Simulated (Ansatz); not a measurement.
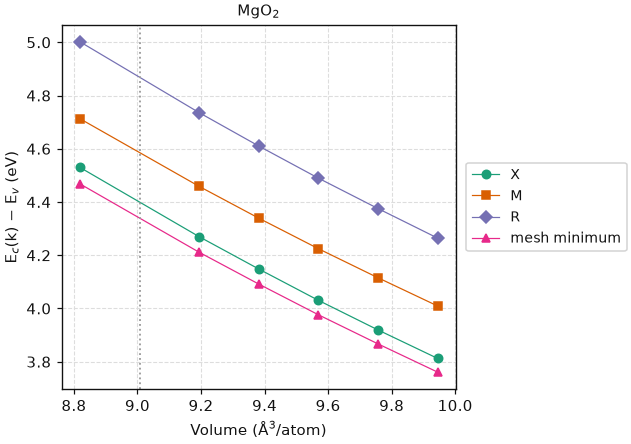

Lowest conduction level at each named k point, counted from the valence-band top at Γ, and the lowest one over the whole k mesh (the mesh minimum, which lies off these points). One run is left out (dotted line).

System: MgO2, space group Pa-3 (No. 205), 12 atoms in the cell. The cell is scaled at fixed shape and fractional positions. Level of theory: BLYP with D3(BJ) dispersion, Ansatz PAW, no spin polarisation, no spin-orbit coupling, 6×6×6 k mesh, 420 eV cutoff, Fermi-Dirac smearing of 0.05 eV; code Ansatz.

| volume | X (eV) | M (eV) | R (eV) | mesh minimum (eV) |
| --- | --- | --- | --- | --- |
| 8.82 Å³/atom | 4.53 | 4.71 | 5.00 | 4.47 |
| 9.19 Å³/atom | 4.27 | 4.46 | 4.74 | 4.21 |
| 9.38 Å³/atom | 4.15 | 4.34 | 4.61 | 4.09 |
| 9.57 Å³/atom | 4.03 | 4.22 | 4.49 | 3.98 |
| 9.76 Å³/atom | 3.92 | 4.12 | 4.38 | 3.87 |
| 9.94 Å³/atom | 3.81 | 4.01 | 4.26 | 3.76 |

**Estimate the values at 9.01 Å³/atom.**

Fits through the other points against the logarithm of the volume give 4.40 eV at X, 4.58 eV at M, 4.87 eV at R and 4.34 eV at the mesh minimum (straight lines). The run itself gives 4.40, 4.58, 4.87 and 4.34 eV, within 0.01 eV of the estimates.

The PAW data sets were made with another functional. LDA, GGA and most meta-GGA functionals understate gaps. The cell is a database's computed one.
